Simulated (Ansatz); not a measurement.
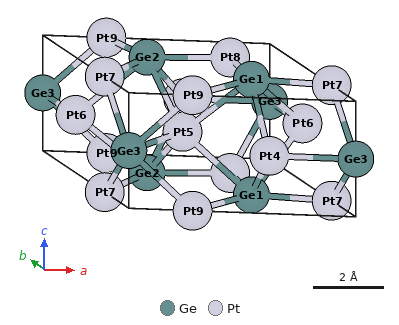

Starting structure of a crystal of GePt₂ (set up in P-62m). A ball-and-stick model of the cell of the calculation, seen slightly off an axis.

Case: volume × 0.94, shape and atoms relaxed.

These are results of DFT r2SCAN, scalar-relativistic, plane waves, PAW in Ansatz, not measurements.

Input
```yaml
crystal:
  lattice:
    - [6.6080355008, 0.0, 0.0]
    - [-3.3040177504, 5.7227266128, 0.0]
    - [0.0, 0.0, 3.4618572788]
  atoms:
    - { symbol: Ge, position: [0.6666666667, 0.3333333333, 0.0] }
    - { symbol: Ge, position: [0.3333333333, 0.6666666667, 0.0] }
    - { symbol: Ge, position: [0.0, 0.0, 0.5] }
    - { symbol: Pt, position: [0.6188920521, 0.0, 0.5] }
    - { symbol: Pt, position: [0.3811079479, 0.3811079479, 0.5] }
    - { symbol: Pt, position: [0.0, 0.6188920521, 0.5] }
    - { symbol: Pt, position: [0.0, 0.2805562356, 0.0] }
    - { symbol: Pt, position: [0.7194437644, 0.7194437644, 0.0] }
    - { symbol: Pt, position: [0.2805562356, 0.0, 0.0] }
basis:
  ecutwfc: 500
kpoints:
  mp_grid: { grid: [6, 6, 10] }
hamiltonian:
  xc: r2scan
scf:
  occupations: { method: gaussian, width: 0.1 }
output:
  forces: true
  stress: true
  eigenvalues: true
relax:
  adjacent_minimum: "off"
  f_tol: 0.01
  max_steps: 30
  cell: { stress_tol: 0.1, fix: [volume] }
```

Command:
```bash
ansatz run input.yaml --threads 2 --pin off --max-ram 5120MiB --backend cpu --events-out ev --progress --plain --runs-dir out
```

Q: Where does the relaxation end?

A: The energy falls by 0.8 meV per atom in 2 accepted moves (3 points after the start). The largest force component goes from 0.12 to 0.0066 eV/Å. The pressure goes from 14.84 to 14.28 GPa. At 1 point the geometry stayed and the basis and grid were re-selected for the new cell (energy shift of less than 0.05 meV per atom at most each time). The largest moves relative to the cell, 0.012 Å, are those of Pt4, Pt5 and Pt6. Pt4 goes along −a. Ge stays in place. The drawn cell changes at constant volume: a = b 6.608 → 6.632 Å (+0.4 %), c 3.462 → 3.437 Å (−0.7 %). Near-neighbour distances that change, for instance: Ge3–Pt4 2.518 → 2.539 Å, Ge1–Pt7 2.396 → 2.410 Å, Ge3–Pt7 2.536 → 2.527 Å, Ge1–Pt4 2.693 → 2.687 Å. The space group stays P-62m (No. 189). The run took 4.4 min on 2 threads of Arm Neoverse V1, with other jobs on the host, peak memory 0.94 GiB.

Step by step:

```json
{"step": "0", "E − E(0), meV/atom": "0.00", "largest force component, eV/Å": "0.1198", "pressure, GPa": "14.84", "note": ""}
{"step": "1", "E − E(0), meV/atom": "-0.66", "largest force component, eV/Å": "0.0577", "pressure, GPa": "14.50", "note": ""}
{"step": "2", "E − E(0), meV/atom": "-0.82", "largest force component, eV/Å": "0.0065", "pressure, GPa": "14.28", "note": ""}
{"step": "3", "E − E(0), meV/atom": "-0.82", "largest force component, eV/Å": "0.0066", "pressure, GPa": "14.28", "note": "same geometry, new basis"}
```
